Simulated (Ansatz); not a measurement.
**Single-point calculation, with input and output: Ge**

Ge (2 atoms in the cell), computed with DFT PBEsol, scalar-relativistic, plane waves, PAW, no spin polarisation (Ansatz 0.2.0).

The structure derives from a Materials Project entry. It belongs to a series of runs on one base structure; here: mode 5 (176.0 1/cm) frozen in, largest displacement -0.300 A. Figures and captions count atoms from 1; the log counts them from 0 in places.

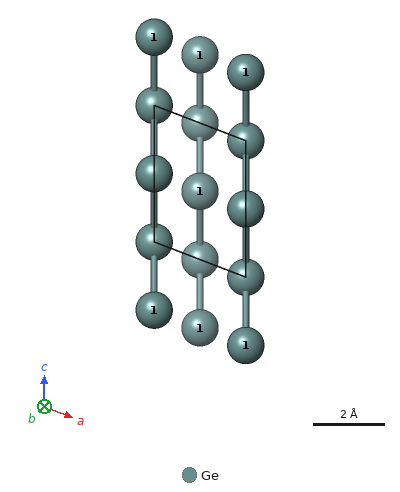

Figure 1. The structure (ball-and-stick view of the cell 2 times as large as that of the calculation, set on its symmetry axes, along the b axis; bonded neighbours outside the cell are drawn too; atoms are numbered from 1 in the order of the input). An atom can appear more than once, as a periodic image.

Summary

| quantity | value |
| --- | --- |
| outcome | converged |
| space group (tolerance 0.01 Å) | C2/c (15) |
| electrons treated | 28 |
| free energy | −8505.8339 eV |
| Fermi energy | 11.243 eV |
| gap on the k-point mesh | none (metallic) |
| pressure | 12.76 GPa |
| largest force (length of the vector) | 2.969 eV/Å |
| hardware | 2 threads of Intel Xeon (Sapphire Rapids), 192 GiB of memory available, shared host |
| wall time | 77 s (CPU time 2.4 min) |
| peak memory | 2 GiB |

Input
```yaml
crystal:
  lattice:
    - [-2.5630127546, 2.5630127546, 1.396662273]
    - [2.5630127546, -2.5630127546, 1.396662273]
    - [2.5630127546, 2.5630127546, -1.396662273]
  atoms:
    - { symbol: Ge, position: [0.2086166643, 0.7086166643, 0.4172333286] }
    - { symbol: Ge, position: [0.5413833357, 0.5413833357, 0.0827666714] }
basis:
  ecutwfc: 420
kpoints:
  mp_grid: { grid: [24, 24, 24] }
hamiltonian:
  xc: pbesol
scf:
  occupations: { method: gaussian, width: 0.15 }
output:
  forces: true
  stress: true
  eigenvalues: true
  write_density: true
  write_potential: true
  elf: true
  volumetric_format: npy
```

Command:
```bash
ansatz run input.yaml --threads 2 --pin off --max-ram 5120MiB --backend cpu --events-out ev --progress --plain --runs-dir out
```

Log
```
Engine: ansatz 0.2.0, x86_64-unknown-linux-gnu
Pseudopotentials: kind: paw
Pseudopotential: Ge, paw, valence charge 14, recommended cutoff 420 eV (normal), Ge.paw.azcp
Functional definition: PBEsol
  exchange = pbesol_x
  correlation = pbesol_c
Crystal: 2 atoms, lattice volume = 36.699 Å³
Basis set: ecut = 420 eV, 725 PW (Γ), exchange–correlation on 54×54×54 points (8 copies of the dense FFT grid, shifted against one another)
Bands: 18, of which v1, the nominal top of the filled ones, is band 14 counted from 1 (13 counted from 0)
Symmetry: 4 space group operations
Space group: C2/c (ITA 15), of the structure as read, at distance tolerance 3.3e-5 Å
k-points: 3614 of 13824
Non-local potential: Ge, projectors of the file, l = 0: 2, l = 1: 2, l = 2: 3, l = 3: 1
PAW form: soft (Blöchl's): semilocal exchange-correlation on the pseudo side does not see the compensation charge
PAW frozen core: Ge, regenerated for the run's functional, and the local potential with it (the file was generated under x = pbe(κ = 0.804, μ = 0.2195149727645171), c = pbe(β = 0.06672455060314922))
PAW one-centre angular grid: Ge, 590 points (default); XC on 64 Gauss nodes
Initial density: superposition of atomic densities (neutral atoms: chi_scale 0, normalization atom), corrected by the library's trained network
Initial wavefunctions: pseudopotential atomic-orbital guess
Functional: x = pbesol(κ = 0.804, μ = 0.12345679012345678), c = pbesol(β = 0.046)
SCF iter   1: F=—  HF=-8505.835346 eV  |F-HF|=—  |Δ(HF+E_count)|=         —  Δρ=2.38e-3  dr2=1.25e-3  ethr=1.77e-3  ⟨swp⟩=5.1  Hψ=292144  notcnv=0
preconditioner: auto → Kerker (q_TF=auto, 2.608 Å⁻¹)  [metal: Δε(μ)=0.001 eV  Ē_g=23.763 eV  σ=0.150 eV  W_gap=0.00  n_scr=16 (ndim 8)  ℏωp=32.4 eV  f_vac=0.000  D(μ)=1.00/eV (n_scr^D=4)]
SCF iter   2: F=—  HF=-8505.833911 eV  |F-HF|=—  |Δ(HF+E_count)|=   1.43e-3  Δρ=1.23e-3  dr2=3.65e-4  ethr=4.46e-6  ⟨swp⟩=2.0  Hψ=132316  notcnv=0
SCF iter   3: F=—  HF=-8505.833915 eV  |F-HF|=—  |Δ(HF+E_count)|=   4.20e-6  Δρ=6.15e-4  dr2=1.10e-4  ethr=1.30e-6  ⟨swp⟩=1.0  Hψ=64791  notcnv=0
SCF iter   4: F=—  HF=-8505.833911 eV  |F-HF|=—  |Δ(HF+E_count)|=   4.28e-6  Δρ=8.03e-5  dr2=2.57e-6  ethr=3.94e-7  ⟨swp⟩=2.0  Hψ=73125  notcnv=0
SCF iter   5: F=—  HF=-8505.833910 eV  |F-HF|=—  |Δ(HF+E_count)|=   1.22e-6  Δρ=2.06e-5  dr2=1.24e-7  ethr=9.16e-9  ⟨swp⟩=2.9  Hψ=115728  notcnv=0
SCF iter   6: F=-8505.833910 eV  HF=-8505.833910 eV  |F-HF|=3.70e-9  |Δ(HF+E_count)|=   2.51e-8  Δρ=6.05e-6  dr2=8.21e-9  ethr=3.57e-10  ⟨swp⟩=7.2  Hψ=353209  notcnv=0
SCF 1 converged in 6 iterations: F = -8505.833910 eV  dr2 = 8.21e-9
  greatest PAW one-centre occupation: 0.998 electrons in one spin orbital (limit 2), on the Ge atom at site 1 (counted from 0), in its partial waves of l = 2
SCF converged after 6 iterations
Free energy (F): -8505.833910 eV
Harris-Foulkes:  -8505.833910 eV  (|F-HF|=3.70e-9)
Internal energy: -8505.822642 eV  (E = F + TS)
E sigma→0 (E₀):  -8505.828276 eV
Entropy (-TS):   -0.011268 eV (-5.634 meV/atom)
Fermi energy:    11.243304 eV
--- Per-component energies (eV) ---
  E_band       = -227.297445
  E_kinetic    = 225.474596
  E_local      = -4434.965312  (includes V_loc(G=0)·N_el)
  E_nonlocal   = 837.847503
  E_hartree    = 1947.902093
  E_xc         = -151.831063
  E_vxc        = -131.777283  (∫ρ·V_xc dr)
  E_paw        = -3954.524757  (= ΣΔE_a)
  E_vpaw       = -619.687525  (= ΣTr[D̂ρ^β])
  E_aug_tail   = 0.000575  (compensation charges beyond the density's cutoff)
  E_ewald      = -2977.562150
  E_core_change = 1.835872  (= ΣΔE_core)
  E_smearing   = -0.011268  (= −TS)
  E_closure    = -0.000000  (closes the sum)
  Σ components = -8505.833910   (vs F -8505.833910, Δ=0.00e0)
--- Forces (eV/Å), atoms counted from 1 ---
  atom   1  Ge     2.09923612     2.09923612     0.00000000
  atom   2  Ge    -2.09923612    -2.09923612     0.00000000
  max |Σ_I F_I| component: 4.44e-16 eV/Å
--- Stress (GPa, compression-positive) ---
       15.585230      -3.491239      -3.810086
       -3.491239      15.585230       3.810086
       -3.810084       3.810084       7.112980
  P = ⅓ Tr σ = 12.7611 GPa (127.611 kbar)
--- Band table (eV; the first three rows and the last of 3614) ---
  k-point 0: bands = ["-13.7851", "-13.7514", "-13.6905", "-13.6613", "-13.5388", "-13.5095", "-13.4667", "-13.4444", "-13.4371", "-13.3347", "-2.7701", "7.4562", "8.0364", "9.7618", "12.7957", "18.4411", "18.8844", "20.0100"]
  k-point 1: bands = ["-13.7848", "-13.7515", "-13.6907", "-13.6610", "-13.5391", "-13.5092", "-13.4665", "-13.4443", "-13.4373", "-13.3352", "-2.7549", "7.2953", "8.0512", "9.8436", "12.9094", "18.3511", "18.8748", "19.9151"]
  k-point 2: bands = ["-13.7837", "-13.7517", "-13.6913", "-13.6598", "-13.5398", "-13.5085", "-13.4658", "-13.4440", "-13.4378", "-13.3365", "-2.7096", "6.8894", "8.0954", "10.0279", "13.2293", "18.0919", "18.8412", "19.7001"]
  k-point 3613: bands = ["-13.7847", "-13.7847", "-13.6390", "-13.6390", "-13.5593", "-13.5593", "-13.4733", "-13.4733", "-13.3415", "-13.3415", "1.2605", "1.2605", "6.0996", "6.0996", "16.8319", "16.8319", "23.0315", "23.0315"]
```

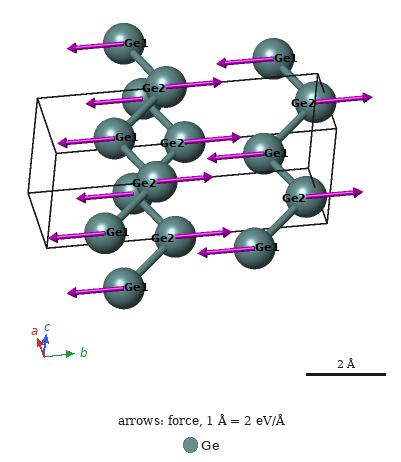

Figure 2. Forces on the atoms as pink arrows (ball-and-stick view of the cell 2 times as large as that of the calculation, set on its symmetry axes, seen at an oblique angle; bonded neighbours outside the cell are drawn too; atoms are numbered from 1 in the order of the input). The largest act on Ge1, Ge2 (2.97 eV/Å). The geometry is not a stationary point of this energy.

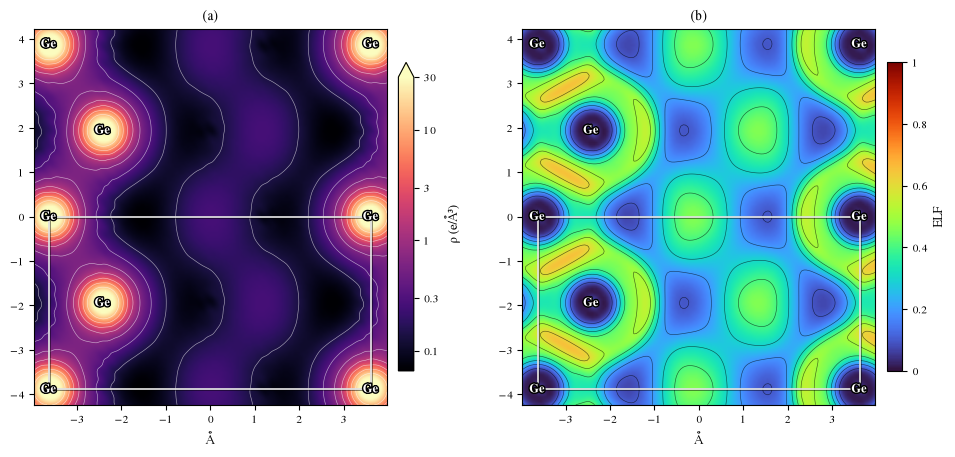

Figure 3. (a) valence electron density; (b) electron localisation function on the (100) plane of the conventional cell. Ge–Ge (2.29 Å): ρ at the midpoint is about 0.6 e/Å³; the ELF peaks at about 0.65 between the atoms. Away from the nuclei the density in this plane falls to 0.07 e/Å³ at its lowest. Core electrons are frozen (PAW), so the fields are smoothed inside the atomic spheres.

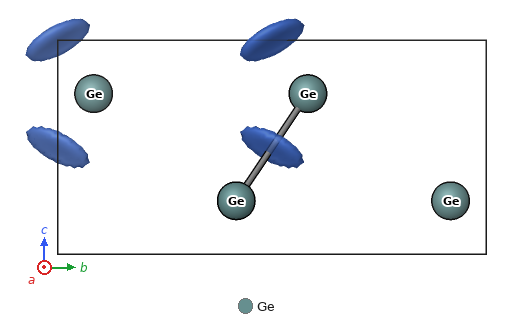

Figure 4. Isosurface of the electron localisation function at 0.6 (blue), seen along the a axis. Only the valence region is drawn (cores and ρ < 0.01 e/Å³ removed). Sticks mark near contacts. The outline is the cell set on symmetry axes. Along the contacts the grid gives the following. Ge–Ge (2.29 Å): the ELF peaks at about 0.65 between the atoms.
